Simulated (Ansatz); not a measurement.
**Single-point calculation, with input and output: Ga32Sb32**

Ga32Sb32 (F-43m, 64 atoms in the cell), computed with DFT, r2SCAN, PAW, plane waves (Ansatz 0.2.0).

The structure was built on a prototype by a generator.

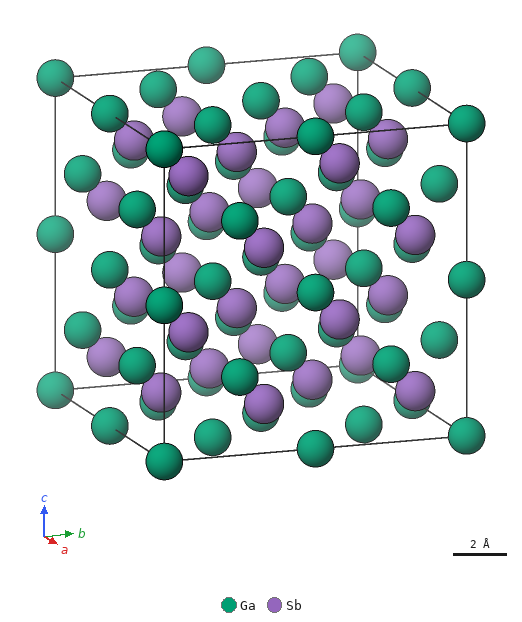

The input geometry (spheres-only view of the cell of the calculation, seen slightly off an axis).

**Results in brief**

- outcome: converged
- space group (tolerance 0.01 Å): F-43m (216)
- electrons treated: 896
- free energy: −329269.1996 eV
- Fermi energy: 7.830 eV
- largest force (length of the vector): under 0.001 eV/Å
- hardware: 8 CPU threads, shared host
- wall time: 6 s (CPU time 17 s)
- peak memory: 4.3 GiB

**Remarks**

The k-point mesh is coarse for a cell of this size, so the results may not be converged.

**Input**
```yaml
crystal:
  lattice:
    - [12.226787, 0.000000, 0.000000]
    - [0.000000, 12.226787, 0.000000]
    - [0.000000, 0.000000, 12.226787]
  atoms:
    - { symbol: Ga, position: [0.000000, 0.000000, 0.000000] }
    - { symbol: Ga, position: [0.000000, 0.000000, 0.500000] }
    - { symbol: Ga, position: [0.000000, 0.500000, 0.000000] }
    - { symbol: Ga, position: [0.000000, 0.500000, 0.500000] }
    - { symbol: Ga, position: [0.500000, 0.000000, 0.000000] }
    - { symbol: Ga, position: [0.500000, 0.000000, 0.500000] }
    - { symbol: Ga, position: [0.500000, 0.500000, 0.000000] }
    - { symbol: Ga, position: [0.500000, 0.500000, 0.500000] }
    - { symbol: Ga, position: [0.250000, 0.250000, 0.000000] }
    - { symbol: Ga, position: [0.250000, 0.250000, 0.500000] }
    - { symbol: Ga, position: [0.250000, 0.750000, 0.000000] }
    - { symbol: Ga, position: [0.250000, 0.750000, 0.500000] }
    - { symbol: Ga, position: [0.750000, 0.250000, 0.000000] }
    - { symbol: Ga, position: [0.750000, 0.250000, 0.500000] }
    - { symbol: Ga, position: [0.750000, 0.750000, 0.000000] }
    - { symbol: Ga, position: [0.750000, 0.750000, 0.500000] }
    - { symbol: Ga, position: [0.250000, 0.000000, 0.250000] }
    - { symbol: Ga, position: [0.250000, 0.000000, 0.750000] }
    - { symbol: Ga, position: [0.250000, 0.500000, 0.250000] }
    - { symbol: Ga, position: [0.250000, 0.500000, 0.750000] }
    - { symbol: Ga, position: [0.750000, 0.000000, 0.250000] }
    - { symbol: Ga, position: [0.750000, 0.000000, 0.750000] }
    - { symbol: Ga, position: [0.750000, 0.500000, 0.250000] }
    - { symbol: Ga, position: [0.750000, 0.500000, 0.750000] }
    - { symbol: Ga, position: [0.000000, 0.250000, 0.250000] }
    - { symbol: Ga, position: [0.000000, 0.250000, 0.750000] }
    - { symbol: Ga, position: [0.000000, 0.750000, 0.250000] }
    - { symbol: Ga, position: [0.000000, 0.750000, 0.750000] }
    - { symbol: Ga, position: [0.500000, 0.250000, 0.250000] }
    - { symbol: Ga, position: [0.500000, 0.250000, 0.750000] }
    - { symbol: Ga, position: [0.500000, 0.750000, 0.250000] }
    - { symbol: Ga, position: [0.500000, 0.750000, 0.750000] }
    - { symbol: Sb, position: [0.125000, 0.125000, 0.125000] }
    - { symbol: Sb, position: [0.125000, 0.125000, 0.625000] }
    - { symbol: Sb, position: [0.125000, 0.625000, 0.125000] }
    - { symbol: Sb, position: [0.125000, 0.625000, 0.625000] }
    - { symbol: Sb, position: [0.625000, 0.125000, 0.125000] }
    - { symbol: Sb, position: [0.625000, 0.125000, 0.625000] }
    - { symbol: Sb, position: [0.625000, 0.625000, 0.125000] }
    - { symbol: Sb, position: [0.625000, 0.625000, 0.625000] }
    - { symbol: Sb, position: [0.375000, 0.375000, 0.125000] }
    - { symbol: Sb, position: [0.375000, 0.375000, 0.625000] }
    - { symbol: Sb, position: [0.375000, 0.875000, 0.125000] }
    - { symbol: Sb, position: [0.375000, 0.875000, 0.625000] }
    - { symbol: Sb, position: [0.875000, 0.375000, 0.125000] }
    - { symbol: Sb, position: [0.875000, 0.375000, 0.625000] }
    - { symbol: Sb, position: [0.875000, 0.875000, 0.125000] }
    - { symbol: Sb, position: [0.875000, 0.875000, 0.625000] }
    - { symbol: Sb, position: [0.375000, 0.125000, 0.375000] }
    - { symbol: Sb, position: [0.375000, 0.125000, 0.875000] }
    - { symbol: Sb, position: [0.375000, 0.625000, 0.375000] }
    - { symbol: Sb, position: [0.375000, 0.625000, 0.875000] }
    - { symbol: Sb, position: [0.875000, 0.125000, 0.375000] }
    - { symbol: Sb, position: [0.875000, 0.125000, 0.875000] }
    - { symbol: Sb, position: [0.875000, 0.625000, 0.375000] }
    - { symbol: Sb, position: [0.875000, 0.625000, 0.875000] }
    - { symbol: Sb, position: [0.125000, 0.375000, 0.375000] }
    - { symbol: Sb, position: [0.125000, 0.375000, 0.875000] }
    - { symbol: Sb, position: [0.125000, 0.875000, 0.375000] }
    - { symbol: Sb, position: [0.125000, 0.875000, 0.875000] }
    - { symbol: Sb, position: [0.625000, 0.375000, 0.375000] }
    - { symbol: Sb, position: [0.625000, 0.375000, 0.875000] }
    - { symbol: Sb, position: [0.625000, 0.875000, 0.375000] }
    - { symbol: Sb, position: [0.625000, 0.875000, 0.875000] }
kpoints:
  mp_grid: { grid: [1, 1, 1] }
hamiltonian:
  xc: r2scan
scf:
  occupations: { method: fermi_dirac, width: 0.01 }
output:
  forces: true
  eigenvalues: true
  populations: true
  eigenstates: { kpoints: [[0, 0, 0]], e_range: [-6.0, 6.0], localisation: true }
```

**Log**
```
Pseudopotentials: kind: paw
Functional definition: r2SCAN
  parameter k0 = 0.174
  parameter k1 = 0.065
  parameter a1 = 4.9479
  exchange = r2scan_x(k0 = k0, k1 = k1, a1 = a1)
  correlation = r2scan_c
Crystal: 64 atoms, lattice volume = 1827.835 Å³
Basis set: ecut = 500 eV, 46297 PW (Γ), exchange–correlation on 360×360×360 points (64 copies of the dense FFT grid, shifted against one another)
Bands: 538, of which v1, the nominal top of the filled ones, is band 448 counted from 1 (447 counted from 0)
Symmetry: 768 space group operations
Space group: F-43m (ITA 216), of the structure as read, at distance tolerance 1.2e-4 Å
k-points: 1
Non-local potential: Ga, projectors of the file, l = 0: 2, l = 1: 2, l = 2: 3, l = 3: 1
Non-local potential: Sb, projectors of the file, l = 0: 2, l = 1: 2, l = 2: 2, l = 3: 2
PAW form: soft (Blöchl's): semilocal exchange-correlation on the pseudo side does not see the compensation charge
PAW frozen core: Ga, regenerated for the run's functional (the file was generated under x = pbe(κ = 0.804, μ = 0.2195149727645171), c = pbe(β = 0.06672455060314922))
PAW frozen core: Sb, regenerated for the run's functional (the file was generated under x = pbe(κ = 0.804, μ = 0.2195149727645171), c = pbe(β = 0.06672455060314922))
PAW one-centre angular grid: Ga, 590 points (default); XC on 160 Gauss nodes
PAW one-centre angular grid: Sb, 590 points (default); XC on 160 Gauss nodes
Initial density: superposition of atomic densities (neutral atoms: chi_scale 0, normalization atom), corrected by the library's trained network
Initial wavefunctions: pseudopotential atomic-orbital guess
Functional: x = r2scan, c = r2scan; τ floored in thin density (d = 2e-4 eV/Å³)
SCF iter   1: F=—  HF=-329268.776065 eV  |F-HF|=—  |Δ(HF+E_count)|=         —  Δρ=9.11e-3  dr2=5.25e-1  dr2_τ=1.22e-1  ethr=1.77e-3  ⟨swp⟩=6.0  Hψ=1912  notcnv=0  defer=7
preconditioner: auto → Resta (q_TF=auto, 2.423 Å⁻¹)  ε∞=3.1  [insulator: Δε(μ)=0.408 eV  Ē_g=14.528 eV  σ=0.010 eV  W_gap=1.00  n_scr=460 (ndim 8)  ℏωp=20.8 eV  f_vac=0.092  D(μ)=0.00/eV (n_scr^D=0)  ε∞_Penn≈3.1]
SCF iter   2: F=—  HF=-329269.185037 eV  |F-HF|=—  |Δ(HF+E_count)|=   4.09e-1  Δρ=3.13e-3  dr2=7.49e-2  dr2_τ=1.55e-3  ethr=5.86e-5  ⟨swp⟩=2.0  Hψ=912  notcnv=0  defer=85
SCF iter   3: F=—  HF=-329269.193195 eV  |F-HF|=—  |Δ(HF+E_count)|=   8.16e-3  Δρ=2.21e-3  dr2=3.26e-2  dr2_τ=4.71e-4  ethr=8.36e-6  ⟨swp⟩=2.0  Hψ=746  notcnv=0  defer=85
SCF iter   4: F=—  HF=-329269.202492 eV  |F-HF|=—  |Δ(HF+E_count)|=   9.30e-3  Δρ=1.64e-4  dr2=3.63e-4  dr2_τ=1.99e-5  ethr=3.64e-6  ⟨swp⟩=2.0  Hψ=586  notcnv=0  defer=85
SCF iter   5: F=—  HF=-329269.195461 eV  |F-HF|=—  |Δ(HF+E_count)|=   7.03e-3  Δρ=5.98e-5  dr2=5.66e-5  dr2_τ=1.06e-6  ethr=4.05e-8  ⟨swp⟩=2.0  Hψ=741  notcnv=0  defer=85
SCF iter   6: F=—  HF=-329269.199550 eV  |F-HF|=—  |Δ(HF+E_count)|=   4.09e-3  Δρ=1.40e-5  dr2=4.58e-6  dr2_τ=5.67e-8  ethr=6.31e-9  ⟨swp⟩=2.0  Hψ=581  notcnv=0  defer=85
SCF iter   7: F=—  HF=-329269.199553 eV  |F-HF|=—  |Δ(HF+E_count)|=   2.09e-6  Δρ=2.52e-6  dr2=1.19e-7  dr2_τ=1.36e-9  ethr=5.11e-10  ⟨swp⟩=2.0  Hψ=741  notcnv=0  defer=85
SCF iter   8: F=-329269.199553 eV  HF=-329269.199553 eV  |F-HF|=5.01e-9  |Δ(HF+E_count)|=   8.95e-8  Δρ=8.48e-7  dr2=1.22e-8  dr2_τ=1.66e-10  ethr=1.12e-11  ⟨swp⟩=14.0  Hψ=2426  notcnv=0
SCF 1 converged in 8 iterations: F = -329269.199553 eV  dr2 = 1.22e-8
  greatest PAW one-centre occupation: 0.993 electrons in one spin orbital (limit 2), on the Ga atom at site 31 (counted from 0), in its partial waves of l = 2
```

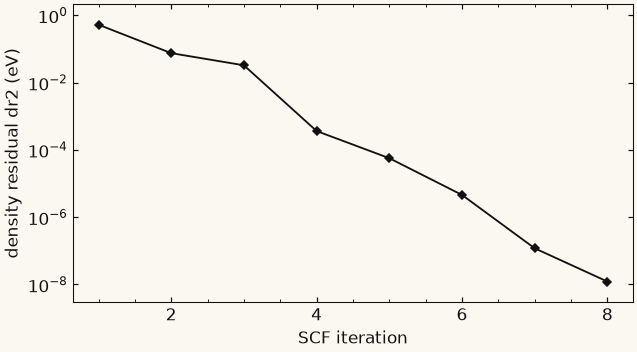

Convergence of the self-consistent field: density residual dr2 against the SCF iteration. The residual falls at every step.

```
NSCF: frozen V_eff on 1 k-points
SCF converged after 8 iterations
Free energy (F): -329269.199553 eV
Harris-Foulkes:  -329269.199553 eV  (|F-HF|=5.01e-9)
Internal energy: -329269.199553 eV  (E = F + TS)
E sigma→0 (E₀):  -329269.199553 eV
Fermi energy:    7.829563 eV
--- Per-component energies (eV) ---
  E_band       = -8888.885013
  E_kinetic    = 10305.996824
  E_local      = -125303.457560  (includes V_loc(G=0)·N_el)
  E_nonlocal   = 25311.510190
  E_hartree    = 57783.314697
  E_xc         = -6055.455148
  E_vxc        = -5170.910690  (∫ρ·V_xc dr)
  E_paw        = -211440.855557  (= ΣΔE_a)
  E_vpaw       = -29918.971385  (= ΣTr[D̂ρ^β])
  E_aug_tail   = -0.001395  (compensation charges beyond the density's cutoff)
  E_vtau       = 320.351271  (kinetic-family band-sum trace: ∫τ·v_τ [+ j·A + Jᵃ·Aᵃ] dr)
  E_ewald      = -79865.546551
  E_core_change = -4.705052  (= ΣΔE_core)
  E_smearing   = -0.000000  (= −TS)
  E_closure    = -0.000000  (closes the sum)
  Σ components = -329269.199553   (vs F -329269.199553, Δ=0.00e0)
--- Forces (eV/Å), atoms counted from 1 ---
  atom   1  Ga    -0.00000000     0.00000000    -0.00000000
  atom   2  Ga    -0.00000000     0.00000000     0.00000000
  atom   3  Ga    -0.00000000     0.00000000    -0.00000000
  atom   4  Ga     0.00000000     0.00000000     0.00000000
  atom   5  Ga    -0.00000000     0.00000000    -0.00000000
  atom   6  Ga    -0.00000000     0.00000000     0.00000000
  atom   7  Ga    -0.00000000     0.00000000     0.00000000
  atom   8  Ga    -0.00000000     0.00000000    -0.00000000
  atom   9  Ga    -0.00000000     0.00000000    -0.00000000
  atom  10  Ga    -0.00000000     0.00000000     0.00000000
  atom  11  Ga     0.00000000     0.00000000    -0.00000000
  atom  12  Ga    -0.00000000     0.00000000    -0.00000000
  atom  13  Ga    -0.00000000     0.00000000     0.00000000
  atom  14  Ga    -0.00000000     0.00000000     0.00000000
  atom  15  Ga     0.00000000     0.00000000     0.00000000
  atom  16  Ga     0.00000000     0.00000000     0.00000000
  atom  17  Ga     0.00000000     0.00000000     0.00000000
  atom  18  Ga     0.00000000     0.00000000     0.00000000
  atom  19  Ga    -0.00000000     0.00000000     0.00000000
  atom  20  Ga     0.00000000     0.00000000    -0.00000000
  atom  21  Ga    -0.00000000     0.00000000     0.00000000
  atom  22  Ga     0.00000000     0.00000000     0.00000000
  atom  23  Ga    -0.00000000     0.00000000     0.00000000
  atom  24  Ga    -0.00000000     0.00000000     0.00000000
  atom  25  Ga    -0.00000000     0.00000000     0.00000000
  atom  26  Ga    -0.00000000     0.00000000     0.00000000
  atom  27  Ga    -0.00000000     0.00000000     0.00000000
  atom  28  Ga     0.00000000     0.00000000     0.00000000
  atom  29  Ga    -0.00000000     0.00000000     0.00000000
  atom  30  Ga    -0.00000000     0.00000000     0.00000000
  atom  31  Ga    -0.00000000     0.00000000    -0.00000000
  atom  32  Ga    -0.00000000     0.00000000     0.00000000
  atom  33  Sb    -0.00000000     0.00000000    -0.00000000
  atom  34  Sb    -0.00000000     0.00000000    -0.00000000
  atom  35  Sb    -0.00000000     0.00000000    -0.00000000
  atom  36  Sb    -0.00000000     0.00000000    -0.00000000
  atom  37  Sb    -0.00000000     0.00000000    -0.00000000
  atom  38  Sb     0.00000000     0.00000000    -0.00000000
  atom  39  Sb     0.00000000     0.00000000     0.00000000
  atom  40  Sb     0.00000000    -0.00000000    -0.00000000
  atom  41  Sb    -0.00000000    -0.00000000    -0.00000000
  atom  42  Sb     0.00000000     0.00000000    -0.00000000
  atom  43  Sb    -0.00000000    -0.00000000    -0.00000000
  atom  44  Sb    -0.00000000     0.00000000    -0.00000000
  atom  45  Sb     0.00000000    -0.00000000    -0.00000000
  atom  46  Sb     0.00000000    -0.00000000    -0.00000000
  atom  47  Sb    -0.00000000     0.00000000    -0.00000000
  atom  48  Sb     0.00000000     0.00000000     0.00000000
  atom  49  Sb    -0.00000000     0.00000000    -0.00000000
  atom  50  Sb    -0.00000000     0.00000000     0.00000000
  atom  51  Sb     0.00000000     0.00000000    -0.00000000
  atom  52  Sb    -0.00000000     0.00000000    -0.00000000
  atom  53  Sb     0.00000000     0.00000000    -0.00000000
  atom  54  Sb     0.00000000     0.00000000     0.00000000
  atom  55  Sb     0.00000000     0.00000000     0.00000000
  atom  56  Sb     0.00000000     0.00000000    -0.00000000
  atom  57  Sb    -0.00000000    -0.00000000     0.00000000
  atom  58  Sb    -0.00000000     0.00000000     0.00000000
  atom  59  Sb    -0.00000000     0.00000000     0.00000000
  atom  60  Sb    -0.00000000     0.00000000     0.00000000
  atom  61  Sb     0.00000000    -0.00000000     0.00000000
  atom  62  Sb    -0.00000000     0.00000000     0.00000000
  atom  63  Sb    -0.00000000    -0.00000000     0.00000000
  atom  64  Sb    -0.00000000    -0.00000000     0.00000000
  max |Σ_I F_I| component: 4.46e-24 eV/Å
--- Band table (eV) ---
  k-point 0: bands = ["-21.8658", "-21.8658", "-21.8658", "-21.8641", "-21.8641", "-21.8641", "-21.8641", "-21.8641", "-21.8641", "-21.8624", ... 328 levels left out ..., "-2.7543", "-2.6228", "-2.6228", "-2.6228", "-2.6228", "-1.7313", "-1.7313", "-1.7313", "-1.6841", "-1.6841", "-1.6841", "-1.6841", "-1.6841", "-1.6841", "0.5334", "0.5334", "0.5334", "0.6753", "0.6753", "0.6753", "0.6753", "0.6753", "0.6753", "0.9956", "0.9956", "0.9956", "0.9956", "1.9068", "1.9068",
      "1.9068", "1.9068", "1.9068", "1.9068", "1.9068", "1.9068", "1.9068", "1.9068", "1.9068", "1.9068", "3.4818", "3.4818", "3.4818", "3.4818", "3.4818", "3.4818", "4.0934", "4.0934", "4.0934", "4.0934", "4.0934", "4.0934", "4.2604", "4.2604", "4.2604", "4.2604", "4.2604", "4.2604", "4.2604", "4.2604", "4.2604", "4.2604", "4.2604", "4.2604", "4.3203", "4.3203", "4.3203", "4.3203", "4.3203", "4.3203",
      "4.8791", "4.8791", "4.8791", "4.8791", "4.8791", "4.8791", "5.8364", "5.8364", "5.8364", "5.8364", "5.8364", "5.8364", "5.8364", "5.8364", "5.8364", "5.8364", "5.8364", "5.8364", "6.2927", "6.2927", "6.2927", "6.2927", "6.2927", "6.2927", "6.2927", "6.2927", "6.2927", "6.2927", "6.2927", "6.2927", "6.3659", "6.3659", "6.3659", "6.3659", "6.3659", "6.3659", "6.3659", "6.3659", "7.5833", "7.5833",
      "7.5833", "8.0648", "8.2765", "8.2765", "8.2765", "8.2765", "8.6988", "8.6988", "8.6988", "9.0395", "9.0395", "9.0395", "9.0395", "9.0395", "9.0395", "9.0495", "9.0495", "9.0495", "9.8619", "9.8619", "9.8619", "9.8619", "9.8619", "9.8619", "9.8619", "9.8619", "9.8619", "9.8619", "9.8619", "9.8619", "10.5600", "10.5600", "10.5600", "10.6234", "10.6234", "10.6234", "10.6234", "10.6234", "10.6234", "11.5966",
      "11.5966", "11.5966", "11.5966", "11.5966", "11.5966", "11.5966", "11.5966", "11.6108", "11.6108", "11.6108", "11.6108", "11.6108", "11.6108", "12.1985", "12.1985", "12.1985", "12.1985", "12.1985", "12.1985", "12.4019", "12.4019", "12.4019", "12.4019", "12.4019", "12.4019", "12.4932", "12.4932", "12.4932", "12.4932", "12.4932", "12.4932", "12.4932", "12.4932", "12.4932", "12.4932", "12.4932", "12.4932", "12.6712", "12.6712", "12.6712",
      "12.6712", "12.6712", "12.6712", "12.6712", "12.6712", "12.6712", "12.6712", "12.6712", "12.6712", "12.6789", "12.6789"]
--- Löwdin populations: 64 sites ---
  site symbol       q [e]
     0     Ga     13.2581
     1     Ga     13.2581
     2     Ga     13.2581
     3     Ga     13.2581
     4     Ga     13.2581
     5     Ga     13.2581
     6     Ga     13.2581
     7     Ga     13.2581
     8     Ga     13.2581
     9     Ga     13.2581
    10     Ga     13.2581
    11     Ga     13.2581
    12     Ga     13.2581
    13     Ga     13.2581
    14     Ga     13.2581
    15     Ga     13.2581
    16     Ga     13.2581
    17     Ga     13.2581
    18     Ga     13.2581
    19     Ga     13.2581
    20     Ga     13.2581
    21     Ga     13.2581
    22     Ga     13.2581
    23     Ga     13.2581
    24     Ga     13.2581
    25     Ga     13.2581
    26     Ga     13.2581
    27     Ga     13.2581
    28     Ga     13.2581
    29     Ga     13.2581
    30     Ga     13.2581
    31     Ga     13.2581
    32     Sb     14.6972
    33     Sb     14.6972
    34     Sb     14.6972
    35     Sb     14.6972
    36     Sb     14.6972
    37     Sb     14.6972
    38     Sb     14.6972
    39     Sb     14.6972
    40     Sb     14.6972
    41     Sb     14.6972
    42     Sb     14.6972
    43     Sb     14.6972
    44     Sb     14.6972
    45     Sb     14.6972
    46     Sb     14.6972
    47     Sb     14.6972
    48     Sb     14.6972
    49     Sb     14.6972
    50     Sb     14.6972
    51     Sb     14.6972
    52     Sb     14.6972
    53     Sb     14.6972
    54     Sb     14.6972
    55     Sb     14.6972
    56     Sb     14.6972
    57     Sb     14.6972
    58     Sb     14.6972
    59     Sb     14.6972
    60     Sb     14.6972
    61     Sb     14.6972
    62     Sb     14.6972
    63     Sb     14.6972
  spilling = 0.001597 (of n_electrons = 896.000000)
```
